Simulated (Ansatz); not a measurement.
**From V to Ta**

System: V (1 atom in the cell).
Method of run 1: DFT r2SCAN, scalar-relativistic, plane waves, PAW, no spin polarisation (Ansatz 0.2.0).
System of run 2: Ta (1 atom in the cell).

On run 1: The structure was made by swapping elements on the sites of another compound; it need not be a known phase. On run 2: The structure derives from a Materials Project entry. Text and figures count atoms from 1; the logs count them from 0 in places.

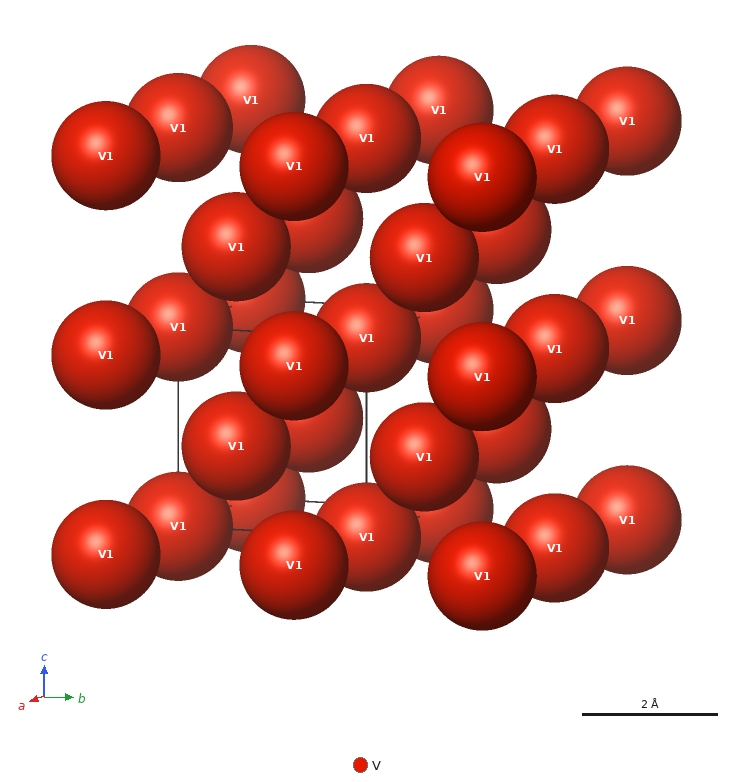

Fig. 1: The structure as given in the input (spheres-only view of the cell 2 times as large as that of the calculation, set on its symmetry axes, repeated 2 × 2 × 2, seen slightly off an axis; atoms are numbered from 1 in the order of the input). An atom can appear more than once, as a periodic image.

**Input, run 1**
```yaml
crystal:
  lattice:
    - [-1.4935933934, 1.4935933934, 1.4935933934]
    - [1.4935933934, -1.4935933934, 1.4935933934]
    - [1.4935933934, 1.4935933934, -1.4935933934]
  atoms:
    - { symbol: V, position: [0.0, 0.0, 0.0] }
basis:
  ecutwfc: 500
kpoints:
  mp_grid: { grid: [20, 20, 20] }
hamiltonian:
  xc: r2scan
scf:
  occupations: { method: gaussian, width: 0.1 }
output:
  forces: true
  stress: true
  eigenvalues: true
relax:
  adjacent_minimum: "off"
  f_tol: 0.01
  max_steps: 60
  cell: { stress_tol: 0.1 }
```

Launched with:
```bash
ansatz run input.yaml --threads 1 --pin off --max-ram 2560MiB --backend cpu --events-out ev --progress --plain --runs-dir out
```

Hardware: 1 thread of Intel Xeon @ 2.50GHz (Skylake/Cascade Lake), 189 GiB of memory available, shared host.

**Output, shortened to warnings, some set-up lines, iterations and results (run 1)**
```
Basis set: ecut = 500 eV, 321 PW (Γ), exchange–correlation on 80×80×80 points (64 copies of the dense FFT grid, shifted against one another)
Symmetry: 48 space group operations
k-points: 256 of 8000
Initial density: superposition of atomic densities (neutral atoms: chi_scale 0, normalization atom), corrected by the library's trained network
[...]
SCF iter   1: F=—  HF=-2917.043955 eV  |F-HF|=—  |Δ(HF+E_count)|=         —  Δρ=1.79e-2  dr2=3.20e-2  dr2_τ=1.96e-2  ethr=1.77e-3  ⟨swp⟩=4.4  Hψ=14281  notcnv=0
SCF iter   2: F=—  HF=-2917.071054 eV  |F-HF|=—  |Δ(HF+E_count)|=   2.71e-2  Δρ=8.14e-3  dr2=6.08e-3  dr2_τ=5.10e-4  ethr=2.46e-4  ⟨swp⟩=2.7  Hψ=7305  notcnv=0  defer=59
SCF iter   3: F=—  HF=-2917.069609 eV  |F-HF|=—  |Δ(HF+E_count)|=   1.44e-3  Δρ=2.44e-3  dr2=2.91e-4  dr2_τ=5.61e-5  ethr=4.68e-5  ⟨swp⟩=2.8  Hψ=5301  notcnv=0  defer=59
SCF iter   4: F=—  HF=-2917.070077 eV  |F-HF|=—  |Δ(HF+E_count)|=   4.68e-4  Δρ=3.40e-4  dr2=6.15e-6  dr2_τ=1.39e-6  ethr=2.24e-6  ⟨swp⟩=2.8  Hψ=4387  notcnv=0  defer=59
SCF iter   5: F=—  HF=-2917.070092 eV  |F-HF|=—  |Δ(HF+E_count)|=   1.52e-5  Δρ=8.45e-5  dr2=3.35e-7  dr2_τ=3.47e-8  ethr=4.73e-8  ⟨swp⟩=3.0  Hψ=4443  notcnv=0  defer=59
[... 11 lines ...]
SCF iter   2: F=—  HF=-2917.070291 eV  |F-HF|=—  |Δ(HF+E_count)|=   1.93e-8  Δρ=1.38e-5  dr2=1.09e-8  dr2_τ=2.73e-9  ethr=2.13e-10  ⟨swp⟩=2.0  Hψ=4289  notcnv=0
SCF iter   3: F=—  HF=-2917.070291 eV  |F-HF|=—  |Δ(HF+E_count)|=   6.53e-9  Δρ=7.42e-6  dr2=2.52e-9  dr2_τ=5.82e-10  ethr=8.37e-11  ⟨swp⟩=2.7  Hψ=4195  notcnv=0
SCF iter   4: F=-2917.070291 eV  HF=-2917.070291 eV  |F-HF|=9.55e-12  |Δ(HF+E_count)|=   2.10e-9  Δρ=5.07e-7  dr2=1.84e-11  dr2_τ=2.23e-12  ethr=1.00e-12  ⟨swp⟩=2.8  Hψ=10262 …
SCF 3 converged in 4 iterations: F = -2917.070291 eV  dr2 = 1.84e-11
relax step   3: F+E_penalty+E_count = -2917.07029138 eV  Δ(F+E_penalty+E_count) = +2.329e-5 eV  max|allowed force component| = 0.000e0 eV/Å  Δτ_max = 0.0000 Å  P = +0.086 GPa …
basis re-selected at this cell: Δ(F+E_penalty+E_count) = +2.329e-5 eV, ΔP = -0.000 GPa vs the last step (what re-selecting the basis moved, of the pressure what is left beyond the Pulay correction that the steps carried, after the strain that the cell walked since its last selection, with what the …
SCF converged after 4 iterations
Free energy (F): -2917.070291 eV
Harris-Foulkes:  -2917.070291 eV  (|F-HF|=9.55e-12)
Internal energy: -2917.062186 eV  (E = F + TS)
E sigma→0 (E₀):  -2917.066239 eV
Entropy (-TS):   -0.008105 eV (-8.105 meV/atom)
Fermi energy:    16.770041 eV
--- Per-component energies (eV) ---
  E_band       = -155.807152
  E_kinetic    = 336.781037
  E_local      = -879.460310  (includes V_loc(G=0)·N_el)
  E_nonlocal   = -45.756555
  E_hartree    = 404.750786
  E_xc         = -126.837359
  E_vxc        = -184.671581  (∫ρ·V_xc dr)
  E_paw        = -1121.224218  (= ΣΔE_a)
  E_vpaw       = -204.571346  (= ΣTr[D̂ρ^β])
  E_aug_tail   = 0.000166  (compensation charges beyond the density's cutoff)
  E_vtau       = 12.370030  (kinetic-family band-sum trace: ∫τ·v_τ [+ j·A + Jᵃ·Aᵃ] dr)
  E_ewald      = -1485.049952
  E_core_change = -0.265781  (= ΣΔE_core)
  E_smearing   = -0.008105  (= −TS)
  E_closure    = -0.000000  (closes the sum)
  Σ components = -2917.070291   (vs F -2917.070291, Δ=0.00e0)
--- Forces (eV/Å), atoms counted from 1 ---
  atom   1  V     -0.00000000    -0.00000000     0.00000000
  max |Σ_I F_I| component: 3.04e-31 eV/Å
--- Stress (GPa, compression-positive) ---
        0.085565      -0.000000      -0.000000
        0.000000       0.085565      -0.000000
        0.000000       0.000000       0.085565
  P = ⅓ Tr σ = 0.0856 GPa (0.856 kbar)
--- Relaxed structure (2 steps of the walk, 2 accepted, 1 SCFs on fresh bases) ---
  F+E_penalty+E_count = -2917.07029138 eV   max|allowed force component| = 0.000e0 eV/Å   (the final SCF, on the basis selected at the relaxed cell)
  cell:  # Å, volume = 13.2557 Å³
    - [-1.4908960585693614, 1.4908960585693614, 1.4908960585693614]
    - [1.4908960585693614, -1.4908960585693614, 1.4908960585693614]
    - [1.4908960585693614, 1.4908960585693614, -1.4908960585693614]
  atoms:
    - { symbol: V, position: [0.0, 0.0, 0.0] }
```

The input of run 2 differs as follows (lines with − go, lines with + come):
```diff
-    - [-1.4935933934, 1.4935933934, 1.4935933934]
-    - [1.4935933934, -1.4935933934, 1.4935933934]
-    - [1.4935933934, 1.4935933934, -1.4935933934]
+    - [-1.6549278069, 1.6549278069, 1.6549278069]
+    - [1.6549278069, -1.6549278069, 1.6549278069]
+    - [1.6549278069, 1.6549278069, -1.6549278069]
-    - { symbol: V, position: [0.0, 0.0, 0.0] }
+    - { symbol: Ta, position: [0.0, 0.0, 0.0] }
-  mp_grid: { grid: [20, 20, 20] }
+  mp_grid: { grid: [18, 18, 18] }
+  write_density: true
+  write_potential: true
+  elf: true
+  volumetric_format: npy
-  f_tol: 0.01
-  max_steps: 60
-  cell: { stress_tol: 0.1 }
+  f_tol: 0.005
+  max_steps: 80
+  cell: { stress_tol: 0.05 }
```

What does this change do to the results?

The total energies belong to different systems, so their difference says nothing on which is more stable or more accurate. The volume per atom goes from 13.26 to 18.04 Å³. The SCF takes 20 iterations over all geometry steps against 15. The irreducible k-points go from 256 to 195.

**Output, shortened to warnings, some set-up lines, iterations and results (run 2)**
```
Basis set: ecut = 500 eV, 459 PW (Γ), exchange–correlation on 96×96×96 points (64 copies of the dense FFT grid, shifted against one another)
Symmetry: 48 space group operations
k-points: 195 of 5832
Initial density: superposition of atomic densities (neutral atoms: chi_scale 0, normalization atom), corrected by the library's trained network
[...]
SCF iter   1: F=—  HF=-9944.304244 eV  |F-HF|=—  |Δ(HF+E_count)|=         —  Δρ=6.07e-3  dr2=1.67e-3  dr2_τ=1.50e-2  ethr=1.77e-3  ⟨swp⟩=5.5  Hψ=12811  notcnv=0
SCF iter   2: F=—  HF=-9944.321092 eV  |F-HF|=—  |Δ(HF+E_count)|=   1.68e-2  Δρ=3.52e-3  dr2=6.62e-4  dr2_τ=2.33e-4  ethr=1.28e-5  ⟨swp⟩=2.0  Hψ=4973  notcnv=0  defer=15
SCF iter   3: F=—  HF=-9944.321874 eV  |F-HF|=—  |Δ(HF+E_count)|=   7.82e-4  Δρ=3.56e-4  dr2=1.94e-5  dr2_τ=1.33e-5  ethr=5.09e-6  ⟨swp⟩=2.0  Hψ=3026  notcnv=0  defer=15
SCF iter   4: F=—  HF=-9944.321872 eV  |F-HF|=—  |Δ(HF+E_count)|=   2.76e-6  Δρ=1.53e-4  dr2=1.79e-6  dr2_τ=1.01e-6  ethr=1.49e-7  ⟨swp⟩=2.5  Hψ=3222  notcnv=0  defer=15
SCF iter   5: F=—  HF=-9944.321872 eV  |F-HF|=—  |Δ(HF+E_count)|=   7.94e-7  Δρ=8.89e-5  dr2=5.80e-7  dr2_τ=2.45e-7  ethr=1.38e-8  ⟨swp⟩=1.0  Hψ=2083  notcnv=0  defer=15
[... 18 lines ...]
SCF iter   1: F=—  HF=-9944.322135 eV  |F-HF|=—  |Δ(HF+E_count)|=         —  Δρ=1.18e-5  dr2=2.74e-9  dr2_τ=2.92e-8  ethr=2.18e-8  ⟨swp⟩=3.4  Hψ=19147  notcnv=0
SCF iter   2: F=—  HF=-9944.322135 eV  |F-HF|=—  |Δ(HF+E_count)|=   3.03e-7  Δρ=5.84e-6  dr2=6.58e-10  dr2_τ=9.28e-10  ethr=2.11e-11  ⟨swp⟩=2.5  Hψ=3463  notcnv=0
SCF iter   3: F=-9944.322135 eV  HF=-9944.322135 eV  |F-HF|=0.00e0  |Δ(HF+E_count)|=  8.44e-10  Δρ=2.46e-7  dr2=3.11e-12  dr2_τ=9.74e-13  ethr=1.00e-12  ⟨swp⟩=4.4  Hψ=10518  …
SCF 4 converged in 3 iterations: F = -9944.322135 eV  dr2 = 3.11e-12
relax step   4: F+E_penalty+E_count = -9944.32213465 eV  Δ(F+E_penalty+E_count) = +3.264e-5 eV  max|allowed force component| = 0.000e0 eV/Å  Δτ_max = 0.0000 Å  P = -0.020 GPa …
basis re-selected at this cell: Δ(F+E_penalty+E_count) = +3.264e-5 eV, ΔP = -0.001 GPa vs the last step (what re-selecting the basis moved, of the pressure what is left beyond the Pulay correction that the steps carried, after the strain that the cell walked since its last selection, with what the …
SCF converged after 3 iterations
Free energy (F): -9944.322135 eV
Harris-Foulkes:  -9944.322135 eV  (|F-HF|=0.00e0)
Internal energy: -9944.316600 eV  (E = F + TS)
E sigma→0 (E₀):  -9944.319367 eV
Entropy (-TS):   -0.005535 eV (-5.535 meV/atom)
Fermi energy:    18.446106 eV
--- Per-component energies (eV) ---
  E_band       = -116.981079
  E_kinetic    = 366.936681
  E_local      = -548.669976  (includes V_loc(G=0)·N_el)
  E_nonlocal   = 14.996850
  E_hartree    = 190.540074
  E_xc         = -204.402964
  E_vxc        = -222.056655  (∫ρ·V_xc dr)
  E_paw        = -8423.003583  (= ΣΔE_a)
  E_vpaw       = -120.489510  (= ΣTr[D̂ρ^β])
  E_aug_tail   = 0.000085  (compensation charges beyond the density's cutoff)
  E_vtau       = 11.221334  (kinetic-family band-sum trace: ∫τ·v_τ [+ j·A + Jᵃ·Aᵃ] dr)
  E_ewald      = -1339.957487
  E_core_change = -0.756280  (= ΣΔE_core)
  E_smearing   = -0.005535  (= −TS)
  E_closure    = 0.000000  (closes the sum)
  Σ components = -9944.322135   (vs F -9944.322135, Δ=0.00e0)
--- Forces (eV/Å), atoms counted from 1 ---
  atom   1  Ta     0.00000000    -0.00000000    -0.00000000
  max |Σ_I F_I| component: 3.49e-32 eV/Å
--- Stress (GPa, compression-positive) ---
       -0.019648      -0.000000       0.000000
       -0.000000      -0.019648      -0.000000
        0.000000      -0.000000      -0.019648
  P = ⅓ Tr σ = -0.0196 GPa (-0.196 kbar)
--- Relaxed structure (3 steps of the walk, 2 accepted, 1 SCFs on fresh bases) ---
  F+E_penalty+E_count = -9944.32213465 eV   max|allowed force component| = 0.000e0 eV/Å   (the final SCF, on the basis selected at the relaxed cell)
  cell:  # Å, volume = 18.0448 Å³
    - [-1.6523323629082125, 1.6523323629082125, 1.6523323629082125]
    - [1.6523323629082125, -1.6523323629082125, 1.6523323629082125]
    - [1.6523323629082125, 1.6523323629082125, -1.6523323629082125]
  atoms:
    - { symbol: Ta, position: [0.0, 0.0, 0.0] }
```

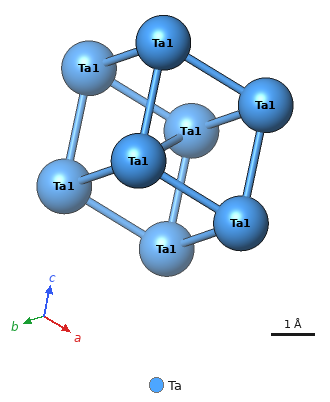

Fig. 2: The input structure of run 2 (ball-and-stick view of the cell of the calculation, seen at an oblique angle; atoms are numbered from 1 in the order of the input). An atom can appear more than once, as a periodic image.

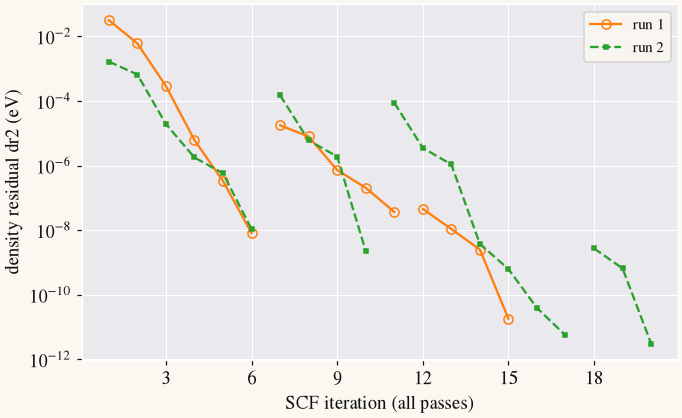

Fig. 3: Convergence of the two runs: density residual dr2 against the SCF iteration. A break in a curve parts two SCF passes. Run 1 takes 15 iterations in all, and run 2 takes 20.

**The two runs side by side**

```csv
quantity,run 1,run 2
outcome,converged,converged
free energy per atom (eV),−2917.0703,−9944.3221
"energy per atom, smearing taken to zero (eV)",−2917.0662,−9944.3194
gap on the mesh (eV),0.00,0.00
pressure (GPa),0.09,−0.02
volume per atom (Å³),13.26,18.04
largest force (eV/Å),0.000,0.000
SCF iterations,15,20
irreducible k-points,256,195
```

For run 1: The run has no spin polarisation, so a magnetic state may lie lower. For run 2: Spin–orbit coupling is left out, which matters for Ta.
